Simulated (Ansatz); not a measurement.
**Geometry relaxation of TiSi6 (part 1 of 3)**

The run: geometry relaxation of TiSi6 (slab, 7 atoms in the cell). Method and program: DFT PBEsol, scalar-relativistic, plane waves, PAW, spin-polarised (Ansatz 0.2.0).

The structure derives from an entry of the Crystallography Open Database. The input holds or restrains some coordinates. Forces given for the steps count only the free coordinates. It belongs to a series of runs on one base structure; here: Ti put at a bridge Si-Si site. Figures and captions count atoms from 1; the log counts them from 0 in places.

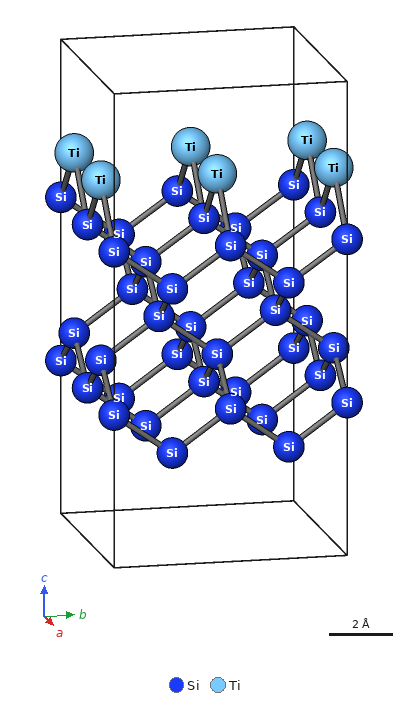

*The input geometry (ball-and-stick view of the 2 × 2 repeat of the cell, with the vacuum cut short, seen slightly off an axis). An atom can appear more than once, as a periodic image.*

### Results in brief

- outcome: converged under the restraints of the input
- electrons treated: 36
- free energy: −6197.5778 eV
- work function, top face: 3.26 eV
- work function, bottom face: 5.42 eV
- Fermi energy: −0.167 eV
- gap on the k-point mesh: none (metallic)
- net moment of the cell: 1.86 μB
- integrated absolute moment: 2.15 μB
- final volume: 380.65 Å³
- work function (upper face): 3.26 eV
- largest force (length of the vector) at the end, held atoms and coordinates included: 0.154 eV/Å
- hardware: 2 threads of Intel Xeon (Granite Rapids), 192 GiB of memory available, shared host
- wall time: 67 s (CPU time 2.2 min)
- peak memory: 0.89 GiB

The program warns: the exchange-correlation potential is rough where the density is thin.

### The input
```yaml
crystal:
  lattice:
    - [3.8417168286, 0.0, 0.0]
    - [0.0, 3.8417168286, 0.0]
    - [0.0, 0.0, 25.7912600522]
  atoms:
    - { symbol: Si, position: [0.0, 0.5, 0.3295690084] }
    - { symbol: Si, position: [0.0, 0.0, 0.3822322752] }
    - { symbol: Si, position: [0.5, 0.0, 0.4348955421] }
    - { symbol: Si, position: [0.5, 0.5, 0.4872505127] }
    - { symbol: Si, position: [0.0, 0.5, 0.5400001606] }
    - { symbol: Si, position: [0.0, 0.0, 0.5916358895] }
    - { symbol: Ti, position: [0.5, 0.0, 0.6660797125], spin: 2.0 }
basis:
  ecutwfc: 420
kpoints:
  mp_grid: { grid: [8, 8, 1] }
hamiltonian:
  xc: pbesol
scf:
  occupations: { method: gaussian, width: 0.05 }
output:
  forces: true
  eigenvalues: true
  populations: true
  write_density: true
  write_potential: true
  elf: true
  volumetric_format: npy
magnetization:
  spin_polarized: true
relax:
  adjacent_minimum: "off"
  f_tol: 0.03
  max_steps: 70
  constraints: [{ sites: [0, 1, 2] }]
efield:
  axis: 3
  dipole_correction: true
  ramp_width: 0.04
```

Launch command:
```bash
ansatz run input.yaml --threads 2 --pin off --max-ram 5120MiB --backend cpu --events-out ev --progress --plain --runs-dir out
```

### Output
```
Engine: ansatz 0.2.0, x86_64-unknown-linux-gnu
Pseudopotentials: kind: paw
Pseudopotential: Si, paw, valence charge 4, recommended cutoff 420 eV (normal), Si.paw.azcp
Pseudopotential: Ti, paw, valence charge 12, recommended cutoff 420 eV (normal), Ti.paw.azcp
Functional definition: PBEsol
  exchange = pbesol_x
  correlation = pbesol_c
Crystal: 7 atoms, lattice volume = 380.648 Å³
Basis set: ecut = 420 eV, 7511 PW (Γ), exchange–correlation on 54×54×360 points (8 copies of the dense FFT grid, shifted against one another)
Bands: 26, of which v1, the nominal top of the filled ones, is band 18 counted from 1 (17 counted from 0)
Symmetry: 4 space group operations
k-points: 25 of 64
Non-local potential: Si, projectors of the file, l = 0: 2, l = 1: 2, l = 2: 2
Non-local potential: Ti, projectors of the file, l = 0: 3, l = 1: 2, l = 2: 3, l = 3: 1
PAW form: soft (Blöchl's): semilocal exchange-correlation on the pseudo side does not see the compensation charge
PAW frozen core: Si, regenerated for the run's functional, and the local potential with it (the file was generated under x = pbe(κ = 0.804, μ = 0.2195149727645171), c = pbe(β = 0.06672455060314922))
PAW frozen core: Ti, regenerated for the run's functional, and the local potential with it (the file was generated under x = pbe(κ = 0.804, μ = 0.2195149727645171), c = pbe(β = 0.06672455060314922))
PAW one-centre angular grid: Si, 110 points (default); XC on 64 Gauss nodes
PAW one-centre angular grid: Ti, 590 points (default); XC on 64 Gauss nodes
Initial density: superposition of atomic densities (neutral atoms: chi_scale 0, normalization atom)
Starting moments: Σ|m| = 2 μB on 1 of 7 sites
Initial wavefunctions: pseudopotential atomic-orbital guess
Functional: x = pbesol(κ = 0.804, μ = 0.12345679012345678), c = pbesol(β = 0.046)
SCF iter   1: F=—  HF=-6199.175309 eV  |F-HF|=—  |Δ(HF+E_count)|=         —  Δρ=1.79e-2 (↑1.79e-2 ↓1.37e-2)  dr2=1.98e1  dr2_m=1.51e-1  M=1.759 μB ∫|m|=1.836 μB  β_m=1.00  ethr=3.10e-3  p=0.000 e·Å  D=9.12e-7 V/Å  ΔV_dip=-0.00 eV  dr2_dipole=7.13e0  V_vac-E_F(+/−)=6.15/6.15 eV  ⟨swp⟩=9.4  Hψ=8379  notcnv=0
Mixer restart at iter 1: flushing history
efield: sawtooth ramp at fractional position 0.9778 (placed from the atoms, in the widest stretch of the axis that holds none; the zero of the levels goes with the place), width 0.0400; the density the first Hamiltonian is built on has a dipole p = 0.000 e·Å; the dipole correction subtracts the counter field D = 9.12e-7 V/Å, which shifts the + side's vacuum level by -0.00 eV against the − side's; the planar-averaged density in the ramp window peaks in size at 1.2e-6 e/Å³
preconditioner: auto → LDOS  [metal: Δε(μ)=0.019 eV  Ē_g=6.340 eV  σ=0.050 eV  W_gap=0.20  n_scr=42 (ndim 8)  ℏωp=10.1 eV  f_vac=0.492  D(μ)=6.24/eV (n_scr^D=34)]
spin=Collinear: LDOS preconditioning applied to the charge; magnetization (m = ρ↑ − ρ↓) channel mixes plain (no charge-response kernel on spin).
SCF iter   2: F=—  HF=-6198.153946 eV  |F-HF|=—  |Δ(HF+E_count)|=    1.02e0  Δρ=1.09e-2 (↑1.05e-2 ↓1.09e-2)  dr2=1.12e1  dr2_m=2.32e-3  M=1.932 μB ∫|m|=2.009 μB  β_m=0.54  ethr=3.10e-3  p=0.081 e·Å  D=3.84e-2 V/Å  ΔV_dip=-0.99 eV  dr2_dipole=4.07e0  V_vac-E_F(+/−)=5.02/6.01 eV  ⟨swp⟩=2.7  Hψ=2132  notcnv=0  defer=83
density mixer auto → msr1: a metal under ldos (density of states about μ 1.25 of a free-electron gas's, 42 screened modes)
SCF iter   3: F=—  HF=-6197.338688 eV  |F-HF|=—  |Δ(HF+E_count)|=   8.15e-1  Δρ=8.46e-3 (↑8.46e-3 ↓7.76e-3)  dr2=3.30e0  dr2_m=1.98e-1  M=2.137 μB ∫|m|=2.247 μB  β_m=0.66  ethr=3.10e-3  p=0.280 e·Å  D=1.33e-1 V/Å  ΔV_dip=-3.43 eV  dr2_dipole=2.44e0  V_vac-E_F(+/−)=2.30/5.73 eV  ⟨swp⟩=4.7  Hψ=3476  notcnv=0  defer=106
SCF iter   4: F=—  HF=-6197.324655 eV  |F-HF|=—  |Δ(HF+E_count)|=   1.40e-2  Δρ=4.40e-3 (↑4.40e-3 ↓3.73e-3)  dr2=1.29e-1  dr2_m=5.43e-2  M=2.178 μB ∫|m|=2.328 μB  β_m=0.78  ethr=3.10e-3  p=0.205 e·Å  D=9.76e-2 V/Å  ΔV_dip=-2.52 eV  dr2_dipole=8.17e-2  V_vac-E_F(+/−)=3.14/5.66 eV  ⟨swp⟩=3.0  Hψ=2055  notcnv=0  defer=92
SCF iter   5: F=—  HF=-6197.387281 eV  |F-HF|=—  |Δ(HF+E_count)|=         —  Δρ=3.37e-3 (↑3.37e-3 ↓2.91e-3)  dr2=1.49e-2  dr2_m=3.29e-2  M=2.398 μB ∫|m|=2.614 μB  β_m=0.78  ethr=3.58e-4  p=0.174 e·Å  D=8.26e-2 V/Å  ΔV_dip=-2.13 eV  dr2_dipole=1.35e-3  V_vac-E_F(+/−)=3.39/5.52 eV  ⟨swp⟩=2.5  Hψ=1852  notcnv=0  defer=104
SCF iter   6: F=—  HF=-6197.399368 eV  |F-HF|=—  |Δ(HF+E_count)|=   1.21e-2  Δρ=1.13e-3 (↑7.85e-4 ↓1.13e-3)  dr2=3.76e-2  dr2_m=2.55e-3  M=2.419 μB ∫|m|=2.679 μB  β_m=0.89  ethr=4.13e-5  p=0.162 e·Å  D=7.70e-2 V/Å  ΔV_dip=-1.98 eV  dr2_dipole=1.69e-2  V_vac-E_F(+/−)=3.48/5.47 eV  ⟨swp⟩=2.6  Hψ=2407  notcnv=0  defer=104
SCF iter   7: F=—  HF=-6197.402806 eV  |F-HF|=—  |Δ(HF+E_count)|=   3.44e-3  Δρ=5.38e-4 (↑5.38e-4 ↓3.89e-4)  dr2=1.85e-2  dr2_m=5.75e-4  M=2.435 μB ∫|m|=2.736 μB  β_m=0.82  ethr=4.13e-5  p=0.164 e·Å  D=7.78e-2 V/Å  ΔV_dip=-2.01 eV  dr2_dipole=1.11e-2  V_vac-E_F(+/−)=3.44/5.44 eV  ⟨swp⟩=2.1  Hψ=1646  notcnv=0  defer=104
SCF iter   8: F=—  HF=-6197.402310 eV  |F-HF|=—  |Δ(HF+E_count)|=   4.97e-4  Δρ=1.76e-4 (↑7.78e-5 ↓1.76e-4)  dr2=6.24e-3  dr2_m=2.24e-5  M=2.437 μB ∫|m|=2.756 μB  β_m=0.91  ethr=4.13e-5  p=0.169 e·Å  D=8.01e-2 V/Å  ΔV_dip=-2.07 eV  dr2_dipole=4.27e-3  V_vac-E_F(+/−)=3.37/5.43 eV  ⟨swp⟩=2.0  Hψ=1541  notcnv=0  defer=102
SCF iter   9: F=—  HF=-6197.402378 eV  |F-HF|=—  |Δ(HF+E_count)|=   6.80e-5  Δρ=8.41e-5 (↑5.34e-5 ↓8.41e-5)  dr2=1.12e-3  dr2_m=1.08e-5  M=2.439 μB ∫|m|=2.771 μB  β_m=0.96  ethr=1.73e-5  p=0.174 e·Å  D=8.26e-2 V/Å  ΔV_dip=-2.13 eV  dr2_dipole=8.28e-4  V_vac-E_F(+/−)=3.30/5.43 eV  ⟨swp⟩=1.3  Hψ=1342  notcnv=0  defer=99
SCF iter  10: F=—  HF=-6197.402466 eV  |F-HF|=—  |Δ(HF+E_count)|=   8.78e-5  Δρ=5.10e-5 (↑5.10e-5 ↓3.83e-5)  dr2=2.80e-5  dr2_m=4.33e-6  M=2.442 μB ∫|m|=2.781 μB  β_m=0.84  ethr=3.12e-6  p=0.176 e·Å  D=8.38e-2 V/Å  ΔV_dip=-2.16 eV  dr2_dipole=1.45e-5  V_vac-E_F(+/−)=3.28/5.44 eV  ⟨swp⟩=1.5  Hψ=1301  notcnv=0  defer=99
SCF iter  11: F=—  HF=-6197.402474 eV  |F-HF|=—  |Δ(HF+E_count)|=   8.95e-6  Δρ=2.39e-5 (↑2.39e-5 ↓9.72e-6)  dr2=1.48e-5  dr2_m=6.18e-7  M=2.442 μB ∫|m|=2.783 μB  β_m=0.84  ethr=7.78e-8  p=0.177 e·Å  D=8.41e-2 V/Å  ΔV_dip=-2.17 eV  dr2_dipole=9.08e-6  V_vac-E_F(+/−)=3.27/5.44 eV  ⟨swp⟩=2.3  Hψ=2183  notcnv=0  defer=100
SCF iter  12: F=-6197.402476 eV  HF=-6197.402476 eV  |F-HF|=1.93e-7  |Δ(HF+E_count)|=   1.50e-6  Δρ=7.72e-6 (↑7.72e-6 ↓3.72e-6)  dr2=4.01e-7  dr2_m=8.92e-8  M=2.442 μB ∫|m|=2.784 μB  ethr=4.11e-8  p=0.177 e·Å  D=8.42e-2 V/Å  ΔV_dip=-2.17 eV  dr2_dipole=1.03e-8  V_vac-E_F(+/−)=3.26/5.44 eV  ⟨swp⟩=22.1  Hψ=13666  notcnv=0
SCF 1 converged in 12 iterations: F = -6197.402476 eV  dr2 = 4.01e-7
  greatest PAW one-centre occupation: 0.999 electrons in one spin orbital (limit 2), on the Ti atom at site 6 (counted from 0), in its partial waves of l = 0
relax step   1: F+E_penalty+E_count = -6197.40247577 eV  Δ(F+E_penalty+E_count) = +0.000e0 eV  max|allowed force component| = 1.063e0 eV/Å  Δτ_max = 0.0000 Å  (12 SCF iters, dr2 threshold 2.25e-5 eV, accepted)
Initial density: handed on by an earlier stage of this run
Starting moments: Σ|m| = 2 μB on 1 of 7 sites; this step starts from the density that it was given
Initial wavefunctions: those handed on with the density
iter 1 solved again at ethr=9.43e-4 eV; its pass at ethr=3.10e-3 eV (dr2=3.40e-1 eV) is discarded
```
